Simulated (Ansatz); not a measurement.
Single-point calculation, with input and output: FeNi3

FeNi3 (Pm-3m, 4 atoms in the cell), computed with DFT PBE, scalar-relativistic, plane waves, PAW, spin-polarised (Ansatz 0.2.0).

The structure derives from an entry of the Crystallography Open Database. It belongs to a series of runs on one base structure; here: volume × 0.94. Figures and captions count atoms from 1; the log counts them from 0 in places.

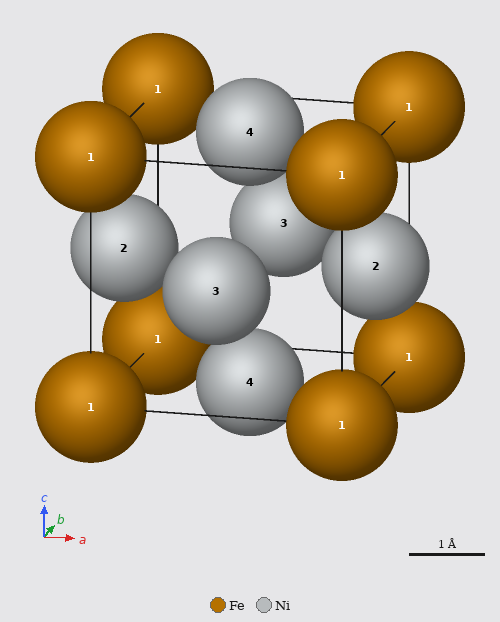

The structure as given in the input (spheres-only view of the cell of the calculation, seen slightly off an axis; atoms are numbered from 1 in the order of the input).

Input:
```yaml
crystal:
  lattice:
    - [3.4713491778, 0.0, 0.0]
    - [0.0, 3.4713491778, 0.0]
    - [0.0, 0.0, 3.4713491778]
  atoms:
    - { symbol: Fe, position: [0.0, 0.0, 0.0], spin: 3.2 }
    - { symbol: Ni, position: [0.0, 0.5, 0.5], spin: 0.75 }
    - { symbol: Ni, position: [0.5, 0.0, 0.5], spin: 0.75 }
    - { symbol: Ni, position: [0.5, 0.5, 0.0], spin: 0.75 }
basis:
  ecutwfc: 420
kpoints:
  mp_grid: { grid: [12, 12, 12] }
hamiltonian:
  xc: pbe
scf:
  occupations: { method: gaussian, width: 0.1 }
output:
  forces: true
  stress: true
  eigenvalues: true
  populations: true
  write_density: true
  write_potential: true
  elf: true
  volumetric_format: npy
magnetization:
  spin_polarized: true
```

Launch command:
```bash
ansatz run input.yaml --threads 1 --pin off --max-ram 2560MiB --backend cpu --events-out ev --progress --plain --runs-dir out
```

The program's output:
```
Engine: ansatz 0.2.0, x86_64-unknown-linux-gnu
Pseudopotentials: kind: paw
Pseudopotential: Fe, paw, valence charge 16, recommended cutoff 420 eV (normal), Fe.paw.azcp
Pseudopotential: Ni, paw, valence charge 18, recommended cutoff 420 eV (normal), Ni.paw.azcp
Functional definition: PBE
  parameter kappa = 0.804
  parameter beta = 0.06672455060314922
  exchange = pbe_x(kappa = kappa, mu = beta*pi^2/3)
  correlation = pbe_c(beta = beta)
Crystal: 4 atoms, lattice volume = 41.831 Å³
Basis set: ecut = 420 eV, 799 PW (Γ), exchange–correlation on 48×48×48 points (8 copies of the dense FFT grid, shifted against one another)
Bands: 46, of which v1, the nominal top of the filled ones, is band 35 counted from 1 (34 counted from 0)
Symmetry: 48 space group operations
Space group: Pm-3m (ITA 221), of the structure as read, at distance tolerance 3.5e-5 Å
Magnetic group: BNS 221.92 (UNI 1594), of the structure as read, at distance tolerance 3.5e-5 Å
k-points: 84 of 1728
Non-local potential: Fe, projectors of the file, l = 0: 3, l = 1: 2, l = 2: 3, l = 3: 1
Non-local potential: Ni, projectors of the file, l = 0: 3, l = 1: 2, l = 2: 3, l = 3: 1
PAW form: soft (Blöchl's): semilocal exchange-correlation on the pseudo side does not see the compensation charge
PAW one-centre angular grid: Fe, 590 points (default); XC on 64 Gauss nodes
PAW one-centre angular grid: Ni, 590 points (default); XC on 64 Gauss nodes
Initial density: superposition of atomic densities (chi_scale 0.1, normalization cell)
Starting moments: Σ|m| = 5.45 μB on 4 of 4 sites
Initial wavefunctions: pseudopotential atomic-orbital guess
Functional: x = pbe(κ = 0.804, μ = 0.2195149727645171), c = pbe(β = 0.06672455060314922)
SCF iter   1: F=—  HF=-21997.508398 eV  |F-HF|=—  |Δ(HF+E_count)|=         —  Δρ=8.94e-2 (↑4.02e-2 ↓8.94e-2)  dr2=3.50e0  dr2_m=5.46e-1  M=5.275 μB ∫|m|=5.505 μB  β_m=0.30  ethr=3.10e-3  ⟨swp⟩=5.1  Hψ=24236  notcnv=0  defer=141
Mixer restart at iter 1: flushing history
preconditioner: auto → Kerker (q_TF=auto, 2.973 Å⁻¹)  [metal: Δε(μ)=0.021 eV  Ē_g=9.395 eV  σ=0.100 eV  W_gap=0.12  n_scr=18 (ndim 8)  ℏωp=35.4 eV  f_vac=0.000  D(μ)=2.93/eV (n_scr^D=26)]
spin=Collinear: Kerker preconditioning applied to the charge; magnetization (m = ρ↑ − ρ↓) channel mixes plain (no charge-response kernel on spin).
SCF iter   2: F=—  HF=-21996.606549 eV  |F-HF|=—  |Δ(HF+E_count)|=   9.02e-1  Δρ=2.75e-2 (↑2.49e-2 ↓2.75e-2)  dr2=4.67e-1  dr2_m=1.14e-1  M=5.113 μB ∫|m|=5.399 μB  β_m=0.33  ethr=3.10e-3  ⟨swp⟩=2.4  Hψ=12389  notcnv=0  defer=707
SCF iter   3: F=—  HF=-21997.852558 eV  |F-HF|=—  |Δ(HF+E_count)|=    1.25e0  Δρ=1.73e-2 (↑1.73e-2 ↓1.62e-2)  dr2=1.82e-1  dr2_m=4.17e-2  M=5.004 μB ∫|m|=5.336 μB  β_m=0.53  ethr=6.68e-4  ⟨swp⟩=2.7  Hψ=11269  notcnv=0  defer=710
SCF iter   4: F=—  HF=-21999.497641 eV  |F-HF|=—  |Δ(HF+E_count)|=    1.65e0  Δρ=2.41e-2 (↑1.38e-2 ↓2.41e-2)  dr2=3.86e-1  dr2_m=2.00e-2  M=4.813 μB ∫|m|=5.217 μB  β_m=0.63  ethr=2.60e-4  ⟨swp⟩=2.3  Hψ=12401  notcnv=0  defer=722
SCF iter   5: F=—  HF=-21999.860688 eV  |F-HF|=—  |Δ(HF+E_count)|=   3.63e-1  Δρ=1.30e-2 (↑1.10e-2 ↓1.30e-2)  dr2=1.50e-1  dr2_m=3.92e-3  M=4.777 μB ∫|m|=5.203 μB  β_m=0.68  ethr=2.60e-4  ⟨swp⟩=2.1  Hψ=11632  notcnv=0  defer=712
SCF iter   6: F=—  HF=-21999.900223 eV  |F-HF|=—  |Δ(HF+E_count)|=   3.95e-2  Δρ=2.12e-3 (↑2.12e-3 ↓1.96e-3)  dr2=4.94e-3  dr2_m=2.52e-4  M=4.765 μB ∫|m|=5.201 μB  β_m=0.84  ethr=2.14e-4  ⟨swp⟩=2.1  Hψ=11896  notcnv=0  defer=708
SCF iter   7: F=—  HF=-21999.903945 eV  |F-HF|=—  |Δ(HF+E_count)|=   3.72e-3  Δρ=1.32e-3 (↑1.27e-3 ↓1.32e-3)  dr2=1.57e-3  dr2_m=1.51e-4  M=4.765 μB ∫|m|=5.207 μB  β_m=0.86  ethr=7.06e-6  ⟨swp⟩=2.0  Hψ=11226  notcnv=0  defer=704
SCF iter   8: F=—  HF=-21999.904869 eV  |F-HF|=—  |Δ(HF+E_count)|=   9.24e-4  Δρ=7.48e-4 (↑6.87e-4 ↓7.48e-4)  dr2=4.99e-4  dr2_m=7.52e-6  M=4.763 μB ∫|m|=5.207 μB  β_m=0.93  ethr=2.24e-6  ⟨swp⟩=2.2  Hψ=10856  notcnv=0  defer=704
SCF iter   9: F=—  HF=-21999.905123 eV  |F-HF|=—  |Δ(HF+E_count)|=   2.54e-4  Δρ=2.02e-4 (↑1.02e-4 ↓2.02e-4)  dr2=2.24e-5  dr2_m=1.70e-6  M=4.761 μB ∫|m|=5.206 μB  β_m=0.96  ethr=7.13e-7  ⟨swp⟩=2.0  Hψ=10721  notcnv=0  defer=704
SCF iter  10: F=—  HF=-21999.905129 eV  |F-HF|=—  |Δ(HF+E_count)|=   6.08e-6  Δρ=7.83e-5 (↑5.67e-5 ↓7.83e-5)  dr2=5.59e-6  dr2_m=7.46e-8  M=4.761 μB ∫|m|=5.207 μB  β_m=0.98  ethr=3.20e-8  ⟨swp⟩=2.0  Hψ=10958  notcnv=0  defer=704
SCF iter  11: F=—  HF=-21999.905129 eV  |F-HF|=—  |Δ(HF+E_count)|=   2.47e-7  Δρ=1.32e-5 (↑9.13e-6 ↓1.32e-5)  dr2=1.06e-7  dr2_m=7.88e-9  M=4.761 μB ∫|m|=5.207 μB  β_m=0.99  ethr=7.98e-9  ⟨swp⟩=1.9  Hψ=10477  notcnv=0  defer=704
SCF iter  12: F=—  HF=-21999.905129 eV  |F-HF|=—  |Δ(HF+E_count)|=   1.39e-7  Δρ=1.16e-5 (↑6.67e-6 ↓1.16e-5)  dr2=8.73e-8  dr2_m=2.84e-9  M=4.761 μB ∫|m|=5.207 μB  β_m=0.95  ethr=1.51e-10  ⟨swp⟩=2.1  Hψ=12036  notcnv=0  defer=704
SCF iter  13: F=—  HF=-21999.905129 eV  |F-HF|=—  |Δ(HF+E_count)|=  5.82e-10  Δρ=7.45e-6 (↑3.38e-6 ↓7.45e-6)  dr2=3.56e-8  dr2_m=1.78e-9  M=4.761 μB ∫|m|=5.207 μB  β_m=0.74  ethr=1.25e-10  ⟨swp⟩=2.0  Hψ=10585  notcnv=0  defer=704
SCF iter  14: F=-21999.905129 eV  HF=-21999.905129 eV  |F-HF|=1.66e-8  |Δ(HF+E_count)|=   2.47e-9  Δρ=5.48e-6 (↑1.59e-6 ↓5.48e-6)  dr2=1.74e-8  dr2_m=1.53e-9  M=4.761 μB ∫|m|=5.207 μB  ethr=5.08e-11  ⟨swp⟩=10.6  Hψ=48088  notcnv=0
SCF 1 converged in 14 iterations: F = -21999.905129 eV  dr2 = 1.74e-8
  greatest PAW one-centre occupation: 1.002 electrons in one spin orbital (limit 2), on the Fe atom at site 0 (counted from 0), in its partial waves of l = 1
```

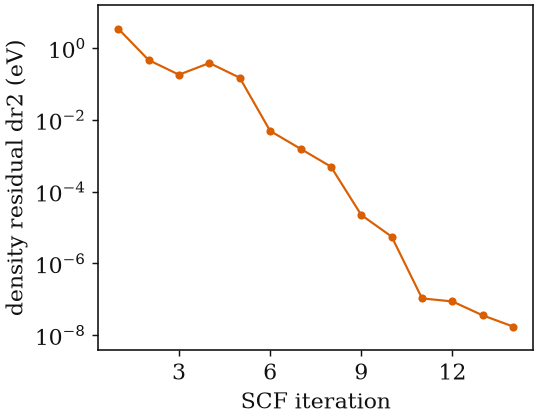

Convergence of the self-consistent field: density residual dr2 against the SCF iteration. The residual comes down, with one marked jump up, by a factor of about 2, at step 4.

```
SCF converged after 14 iterations
Magnetization: 4.7614 μB (37.3807 up, 32.6193 down)
Absolute magnetization: 5.2093 μB (∫|ρ↑−ρ↓|, with the PAW one-centre terms)
Spin contamination: 0.0904 ħ² per cell (⟨S²⟩ above its minimum at these occupations)
Per-site moments (μB) at R_I (Å): [(2.835243024027751, 1.0125284991890997), (0.6861992960539895, 1.0125284991890997), (0.6861992960539883, 1.0125284991890997), (0.686199296053989, 1.0125284991890997)]
Free energy (F): -21999.905129 eV
Harris-Foulkes:  -21999.905129 eV  (|F-HF|=1.66e-8)
Internal energy: -21999.891527 eV  (E = F + TS)
E sigma→0 (E₀):  -21999.898328 eV
Entropy (-TS):   -0.013602 eV (-3.400 meV/atom)
Fermi energy:    19.733803 eV
--- Per-component energies (eV) ---
  E_band       = -989.058246
  E_kinetic    = 1200.133766
  E_local      = -12105.662814  (includes V_loc(G=0)·N_el)
  E_nonlocal   = 2123.642551
  E_hartree    = 5073.058171
  E_xc         = -374.595695
  E_vxc        = -482.983087  (∫ρ·V_xc dr)
  E_paw        = -6253.514790  (= ΣΔE_a)
  E_vpaw       = -1870.299252  (= ΣTr[D̂ρ^β])
  E_aug_tail   = 0.002465  (compensation charges beyond the density's cutoff)
  E_ewald      = -11662.955181
  E_smearing   = -0.013602  (= −TS)
  E_closure    = -0.000000  (closes the sum)
  Σ components = -21999.905129   (vs F -21999.905129, Δ=0.00e0)
--- Forces (eV/Å), atoms counted from 1 ---
  atom   1  Fe    -0.00000000    -0.00000000     0.00000000
  atom   2  Ni     0.00000000     0.00000000     0.00000000
  atom   3  Ni     0.00000000    -0.00000000    -0.00000000
  atom   4  Ni     0.00000000     0.00000000    -0.00000000
  max |Σ_I F_I| component: 1.69e-28 eV/Å
--- Stress (GPa, compression-positive) ---
       14.171414       0.000000       0.000000
       -0.000000      14.171414       0.000000
        0.000000       0.000000      14.171414
  P = ⅓ Tr σ = 14.1714 GPa (141.714 kbar)
--- Band table (eV; the first three rows and the last of 168) ---
  k-point 0 ↑: bands = ["-84.1688", "-84.1286", "-84.1286", "-69.3973", "-44.6159", "-44.6159", "-44.6159", "-44.5285", "-44.5285", "-44.5285", "-44.4369", "-44.4369", "-44.4369", "-35.4316", "-35.4316", "-35.4316", "10.1237", "14.0367", "14.0367", "14.6612", "14.8269", "14.8269", "14.8269", "16.8658", "16.8658", "16.8658", "18.0335", "18.0335", "18.9061", "18.9071", "18.9071", "19.1055", "19.1055", "19.1055", "19.1077", "19.1077", "19.1077", "21.9401", "21.9401", "21.9401", "29.0919", "29.0919", "29.4903", "34.3403", "34.3403", "34.3403"]
  k-point 1 ↑: bands = ["-84.1681", "-84.1292", "-84.1286", "-69.3973", "-44.6142", "-44.6142", "-44.6132", "-44.5289", "-44.5289", "-44.5286", "-44.4397", "-44.4381", "-44.4381", "-35.4322", "-35.4317", "-35.4317", "10.2182", "14.0689", "14.0840", "14.6976", "14.8572", "14.8616", "14.8616", "16.8290", "16.8933", "16.8933", "17.9968", "18.0454", "18.8618", "18.8642", "18.8642", "18.8646", "18.8936", "19.0546", "19.0546", "19.1056", "19.1078", "21.4654", "22.2589", "22.2589", "29.1110", "29.3095", "29.9097", "34.0170", "34.0170", "34.0354"]
  k-point 2 ↑: bands = ["-84.1664", "-84.1309", "-84.1286", "-69.3973", "-44.6094", "-44.6094", "-44.6055", "-44.5303", "-44.5303", "-44.5289", "-44.4480", "-44.4414", "-44.4414", "-35.4336", "-35.4319", "-35.4319", "10.4987", "14.1449", "14.2189", "14.8063", "14.9463", "14.9657", "14.9657", "16.7221", "16.9743", "16.9743", "17.8902", "18.0797", "18.3336", "18.3336", "18.7301", "18.7448", "18.8555", "18.9066", "18.9066", "19.1058", "19.1080", "20.3917", "23.0197", "23.0197", "29.1707", "29.4011", "31.3877", "32.9363", "32.9363", "33.3064"]
  k-point 83 ↓: bands = ["-83.2478", "-83.2478", "-83.2478", "-66.0966", "-43.7903", "-43.7472", "-43.7472", "-43.7472", "-43.5944", "-43.5944", "-43.5944", "-43.5653", "-43.5653", "-32.2133", "-32.2133", "-32.2133", "14.8798", "14.8798", "14.8798", "15.0245", "17.6735", "17.6735", "17.6735", "17.8634", "17.8634", "17.8634", "18.1733", "18.1733", "19.0119", "19.1022", "19.1022", "19.1022", "19.8042", "19.8042", "19.8042", "20.5906", "20.5906", "20.5906", "20.9346", "20.9346", "26.4177", "26.4177", "26.4177", "26.9397", "41.2529", "41.2529"]
--- Löwdin populations: 4 sites ---
  site symbol       q [e]    m [muB]
     0     Fe     15.7260     2.8819
     1     Ni     17.7916     0.6791
     2     Ni     17.7916     0.6791
     3     Ni     17.7916     0.6791
  spilling = 0.012847 (of n_electrons = 70.000000)
```

File populations.tsv:
```
# site	symbol	l	j	q_up	q_dn
# orbitals = lowdin
# n_electrons = 70.000000
# spilling = 0.012847
0	Fe	0_3S	-	0.993150	0.993837
0	Fe	0_4S	-	0.485095	0.490721
0	Fe	1_3P	-	2.998573	2.998284
0	Fe	2_3D	-	4.827110	1.939193
1	Ni	0_3S	-	0.997508	0.997525
1	Ni	0_4S	-	0.467892	0.485493
1	Ni	1_3P	-	2.998992	2.998808
1	Ni	2_3D	-	4.770953	4.074412
2	Ni	0_3S	-	0.997508	0.997525
2	Ni	0_4S	-	0.467892	0.485493
2	Ni	1_3P	-	2.998992	2.998808
2	Ni	2_3D	-	4.770953	4.074412
3	Ni	0_3S	-	0.997508	0.997525
3	Ni	0_4S	-	0.467892	0.485493
3	Ni	1_3P	-	2.998992	2.998808
3	Ni	2_3D	-	4.770953	4.074412
```

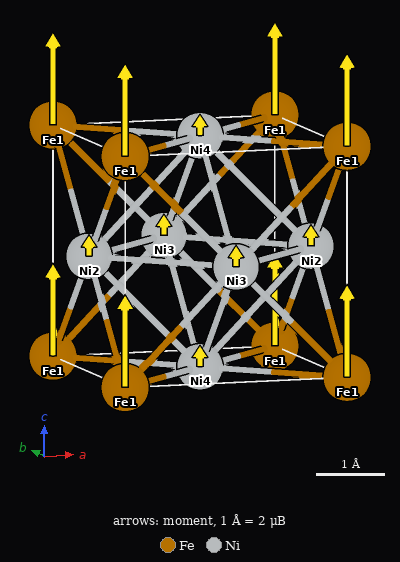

Magnetic moments of the sites as yellow arrows (ball-and-stick view of the cell of the calculation, seen slightly off an axis; atoms are numbered from 1 in the order of the input); small moments hardly show. The run is collinear, so the axis drawn is arbitrary. Site moments: Fe1 (2.84 μB); all 3 Ni atoms (0.69 μB). They are counted near the atoms and needn't add up to the moment of the cell.

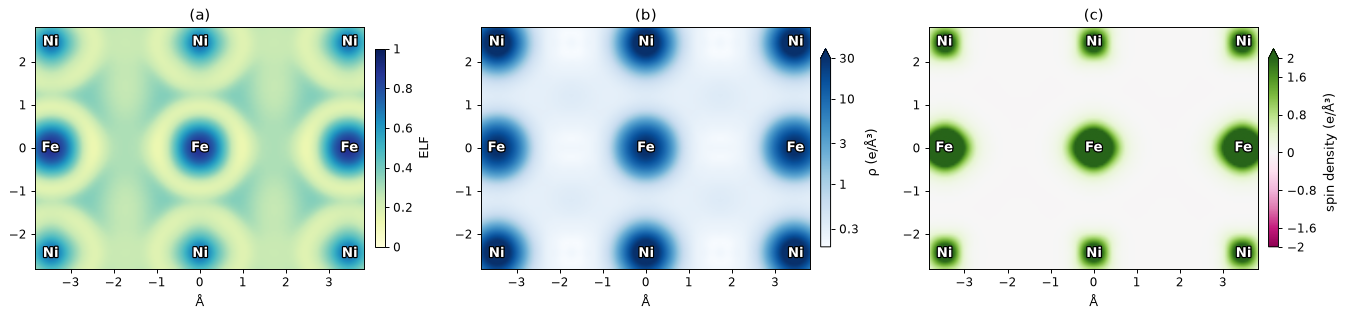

(a) ELF; (b) valence electron density; (c) magnetisation density (up minus down) on the (110) plane of the conventional cell. Atoms in the plane: Fe and Ni. Fe–Ni (2.45 Å): ρ at the midpoint is about 0.35 e/Å³; the ELF is about 0.25 at the midpoint; no localised pair between them. Away from the nuclei the density in this plane falls to 0.18 e/Å³ at its lowest. The strong features right at Fe and Ni lie inside the PAW spheres (semicore, d or f shells) and say nothing about bonding. The cell of the calculation (4 atoms) carries 4.8 μB net. The fields are those of the smooth PAW valence density.

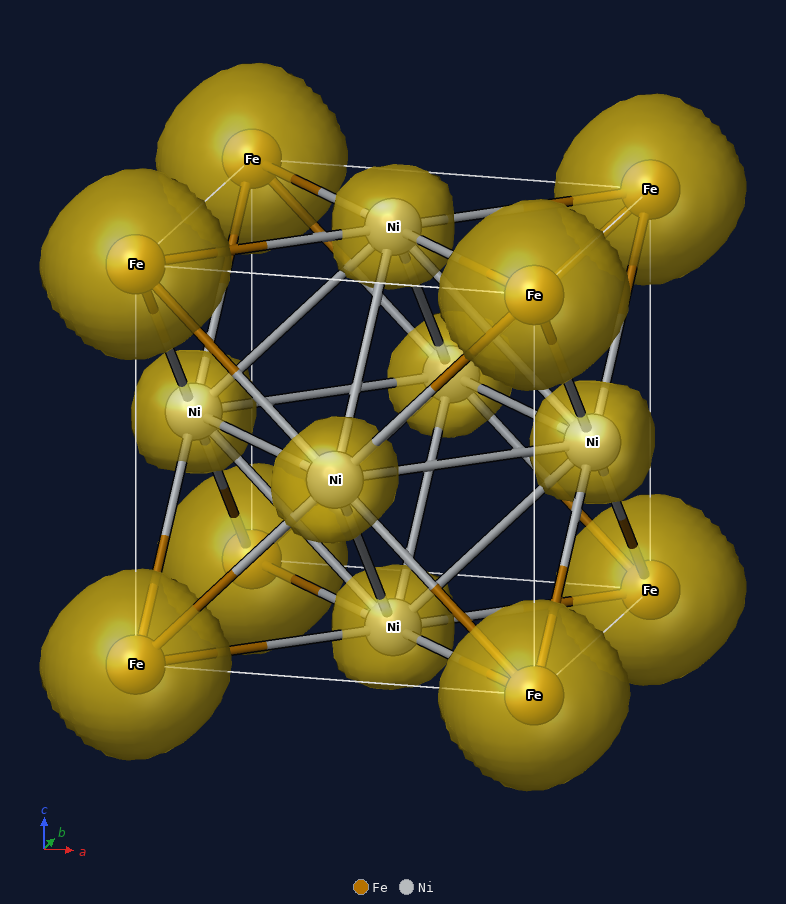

Isosurfaces of the magnetisation density (up minus down) at +0.3 (yellow) and −0.3 e/Å³ (cyan), seen slightly off an axis. Sticks mark near contacts. The outline is the cell set on symmetry axes. The cell of the calculation (4 atoms) carries 4.8 μB net. Only one sign reaches the isovalue.

Key numbers:

| quantity | value |
| --- | --- |
| outcome | converged |
| space group (tolerance 0.01 Å) | Pm-3m (221) |
| electrons treated | 70 |
| free energy | −21999.9051 eV |
| Fermi energy | 19.734 eV |
| gap on the k-point mesh | none (metallic) |
| net moment of the cell | 4.76 μB |
| integrated absolute moment | 5.21 μB |
| pressure | 14.17 GPa |
| largest force (length of the vector) | under 0.001 eV/Å |
| hardware | 1 thread of Intel Xeon (Emerald Rapids), 128 GiB of memory available, shared host |
| wall time | 20 s |
| peak memory | 0.7 GiB |

Remarks:

The cell is under a pressure of 14.2 GPa at this level, so it is not at its equilibrium volume.
